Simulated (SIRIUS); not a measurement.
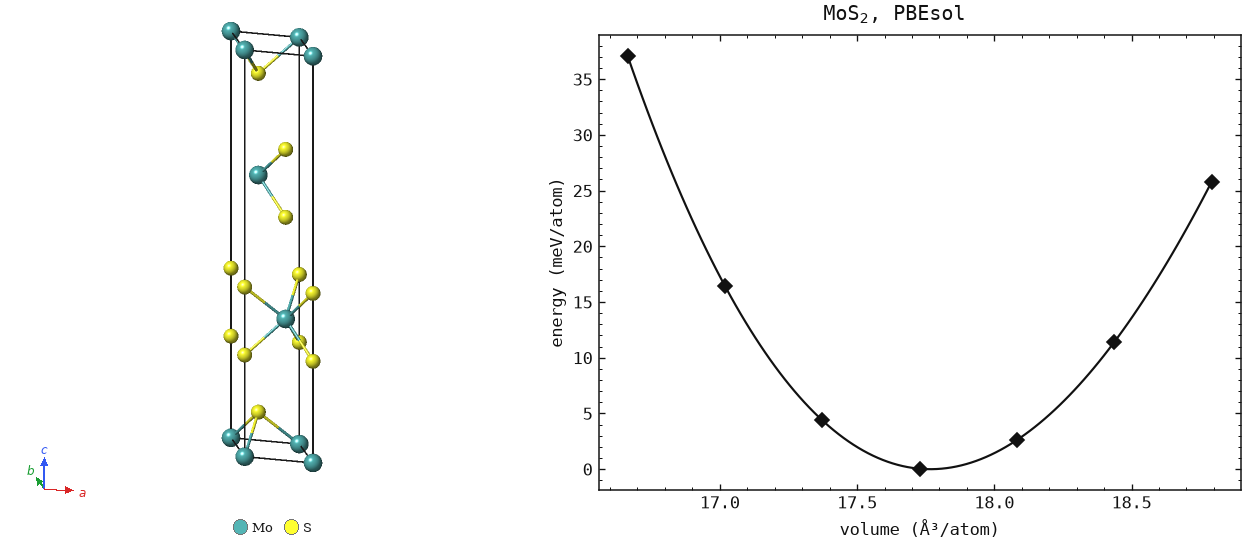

Plotted: energy against volume for MoS₂, space group R3m (No. 160). The conventional cell is drawn beside the plot.

Structure:
```yaml
crystal:
  lattice:
    - [1.58000, 0.91221, 6.15000]
    - [-1.58000, 0.91221, 6.15000]
    - [0.00000, -1.82443, 6.15000]
  atoms:
    - { symbol: Mo, position: [0.00000, 0.00000, 0.00000] }
    - { symbol: S, position: [0.41700, 0.41700, 0.41700] }
    - { symbol: S, position: [0.25000, 0.25000, 0.25000] }
```

How it was computed, with SIRIUS 7.12.0: all-electron LAPW DFT, no spin polarisation; energies at scaled volumes of the given cell, shape and fractions fixed, counted from the fit's minimum, third-order Birch-Murnaghan fit. Level: PBEsol.

- k mesh: 10×10×10
- occupations: Fermi–Dirac
- smearing width: 0.05 eV
- potentials: all electron FP LAPW
- program settings: basis apw+lo standard, gk cutoff 3.86 1/bohr, pw cutoff 20 1/bohr

This calculation gives: equilibrium volume 17.77 Å³/atom and bulk modulus 155 GPa.

Now the level changes from PBEsol to LDA. What happens?

The equilibrium volume falls from 17.77 to 17.46 Å³/atom (−1.7 %) and the bulk modulus rises from 155 to 163 GPa (+5.2 %).

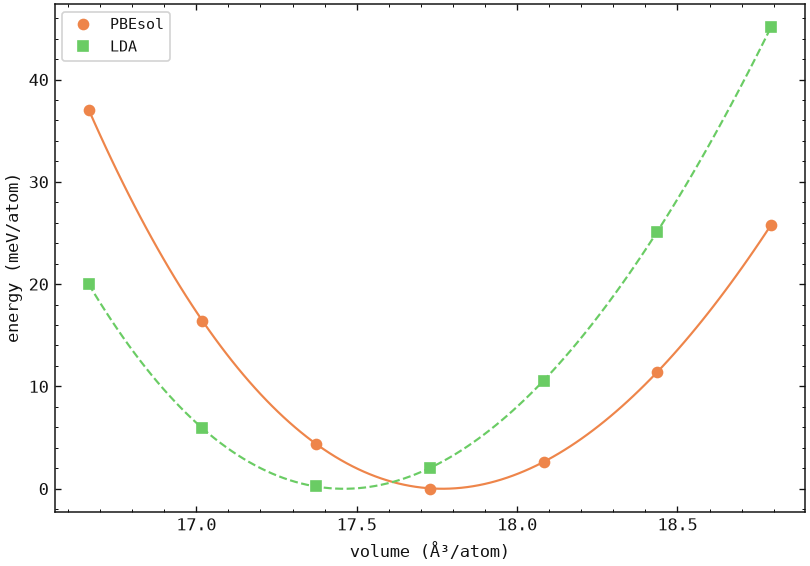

The two results together.

For both, limits of the calculation: shape and atomic fractions are frozen while scaling, which makes layered, chain and framework solids too stiff.

V0 and the bulk modulus come from third-order Birch–Murnaghan fits.
